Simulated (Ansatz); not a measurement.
SiC: several calculations on one system

## 1. Vibrations

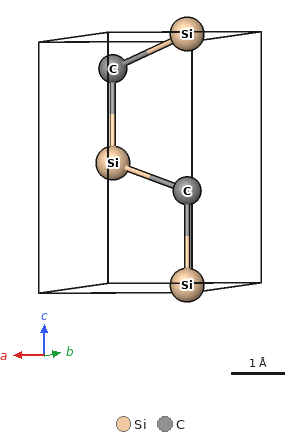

Normal modes of solid SiC relaxed at 35 GPa, space group P6₃mc (No. 186), at the zone centre. A ball-and-stick model of the cell of the calculation, seen from a free direction.

These are results of DFT PBEsol, scalar-relativistic, plane waves, PAW (Ansatz 0.2.0), not measurements.

The input:
```yaml
crystal:
  lattice:
    - [2.9525984955, 0.0, 0.0]
    - [-1.4762992477, 2.5570253042, 0.0]
    - [0.0, 0.0, 4.8394101435]
  atoms:
    - { symbol: Si, position: [0.3333333333, 0.6666666667, 0.0045879413] }
    - { symbol: Si, position: [0.6666666667, 0.3333333333, 0.5045879413] }
    - { symbol: C, position: [0.3333333333, 0.6666666667, 0.3804120587] }
    - { symbol: C, position: [0.6666666667, 0.3333333333, 0.8804120587] }
basis:
  ecutwfc: 420
kpoints:
  mp_grid: { grid: [12, 12, 6] }
hamiltonian:
  xc: pbesol
scf:
  occupations: { method: fixed }
output:
  eigenvalues: true
phonons:
  method: dfpt
  dielectric: true
  rigid_motions: translations
  eigenvectors: true
```

Run as
```bash
ansatz run input.yaml --threads 1 --pin off --max-ram 3072MiB --backend cpu --events-out ev --progress --plain --runs-dir out
```

Frequencies are those without the non-analytic (LO–TO) term.

Which optical modes does it have, at what frequencies, and is it stable there?

The calculation's cell holds 4 atoms, so there are 9 optical modes, in 6 levels. The optical modes span 2E₂ + 2B₁ + A₁ + E₁. No level is unstable.

```csv
level,symmetry,frequency (cm⁻¹),activity
1,E₂,244,Raman-active
2,B₁,653,silent
3,A₁,875,infrared- and Raman-active
4,E₂,889,Raman-active
5,E₁,909,infrared- and Raman-active
6,B₁,955,silent
```

The modes drawn as arrows (one member of each degenerate set):

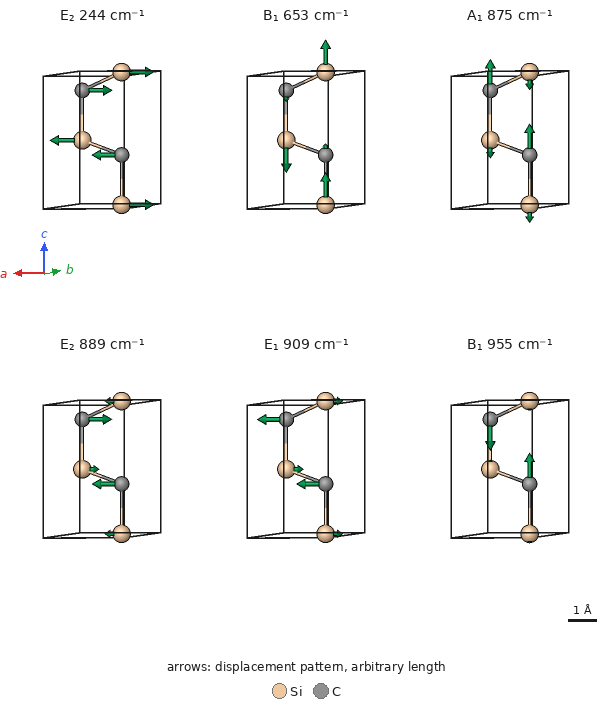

## 2. Vibrations

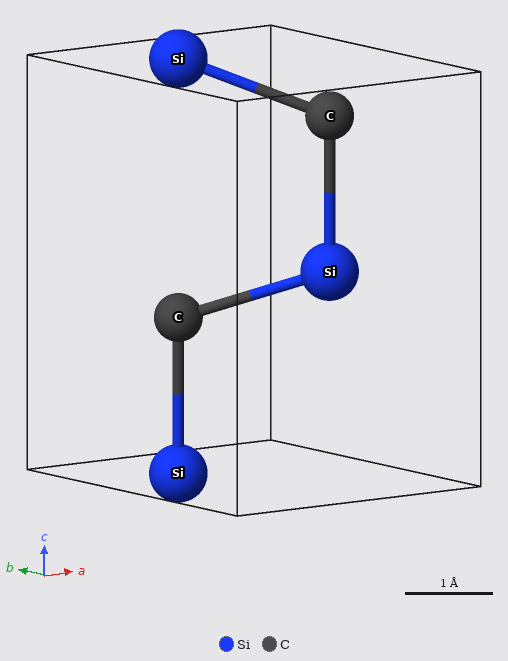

Normal modes of a crystal of SiC relaxed at 7 GPa, at the zone centre. The picture is a ball-and-stick view of the cell of the calculation, seen from a free direction.

All numbers below come from DFT PBEsol, scalar-relativistic, plane waves, PAW in Ansatz.

Input file:
```yaml
crystal:
  lattice:
    - [3.0458791814, 0.0, 0.0]
    - [-1.5229395907, 2.6378087479, 0.0]
    - [0.0, 0.0, 4.9971786685]
  atoms:
    - { symbol: Si, position: [0.3333333333, 0.6666666667, 0.0046064217] }
    - { symbol: Si, position: [0.6666666667, 0.3333333333, 0.5046064217] }
    - { symbol: C, position: [0.3333333333, 0.6666666667, 0.3803935783] }
    - { symbol: C, position: [0.6666666667, 0.3333333333, 0.8803935783] }
basis:
  ecutwfc: 420
kpoints:
  mp_grid: { grid: [12, 12, 6] }
hamiltonian:
  xc: pbesol
scf:
  occupations: { method: fixed }
output:
  eigenvalues: true
phonons:
  method: dfpt
  dielectric: true
  rigid_motions: translations
  eigenvectors: true
```

Run as
```bash
ansatz run input.yaml --threads 1 --pin off --max-ram 3072MiB --backend cpu --events-out ev --progress --plain --runs-dir out
```

Frequencies are those without the non-analytic (LO–TO) term.

Give the spectrum at this point.

Answer. The calculation's cell holds 4 atoms, so there are 9 optical modes, in 5 levels. No level is unstable.

```
level           symmetry  frequency (cm⁻¹)                    activity
    1                 E₂               252                Raman-active
    2                 B₁               607                      silent
    3  triply degenerate               787                not assigned
    4                 E₁               817  infrared- and Raman-active
    5                 B₁               855                      silent
```

The modes drawn as arrows (one member of each degenerate set):

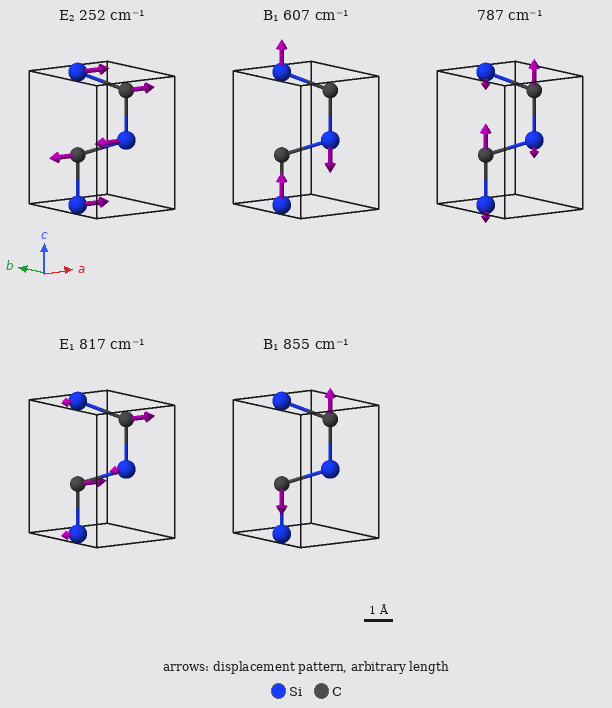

## 3. One mode

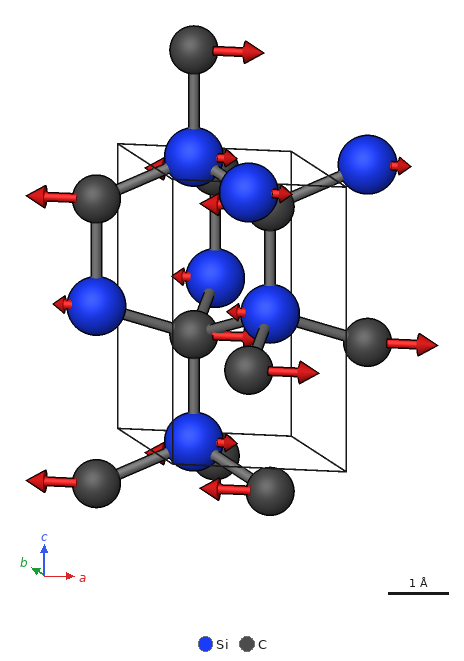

One vibrational mode of solid SiC relaxed at 18 GPa at the zone centre. Displacements are drawn as red arrows; their common scale and sign are arbitrary. Style: ball-and-stick. Shown: the cell of the calculation, slightly off an axis.

All numbers below come from DFT PBEsol, scalar-relativistic, plane waves, PAW in Ansatz 0.2.0.

Input
```yaml
crystal:
  lattice:
    - [3.005030954, 0.0, 0.0]
    - [-1.502515477, 2.6024331453, 0.0]
    - [0.0, 0.0, 4.9282689025]
  atoms:
    - { symbol: Si, position: [0.3333333333, 0.6666666667, 0.0046065008] }
    - { symbol: Si, position: [0.6666666667, 0.3333333333, 0.5046065008] }
    - { symbol: C, position: [0.3333333333, 0.6666666667, 0.3803934992] }
    - { symbol: C, position: [0.6666666667, 0.3333333333, 0.8803934992] }
basis:
  ecutwfc: 420
kpoints:
  mp_grid: { grid: [12, 12, 6] }
hamiltonian:
  xc: pbesol
scf:
  occupations: { method: fixed }
output:
  eigenvalues: true
phonons:
  method: dfpt
  dielectric: true
  rigid_motions: translations
  eigenvectors: true
```

Run as
```bash
ansatz run input.yaml --threads 1 --pin off --max-ram 3072MiB --backend cpu --events-out ev --progress --plain --runs-dir out
```

Frequencies are those without the non-analytic (LO–TO) term.

Describe the mode and give its frequency.

Answer. This is the E₂ mode (doubly degenerate; one member of the set is drawn) at 830 cm⁻¹, optical level 4 of 6, counted from below, Raman-active by symmetry. All motion is along a; atoms of one kind move against one another, with no net shift of any sublattice; it stretches the shortest C–Si bonds (1.84 Å); the kinetic energy is shared as C 73 %, Si 27 %.
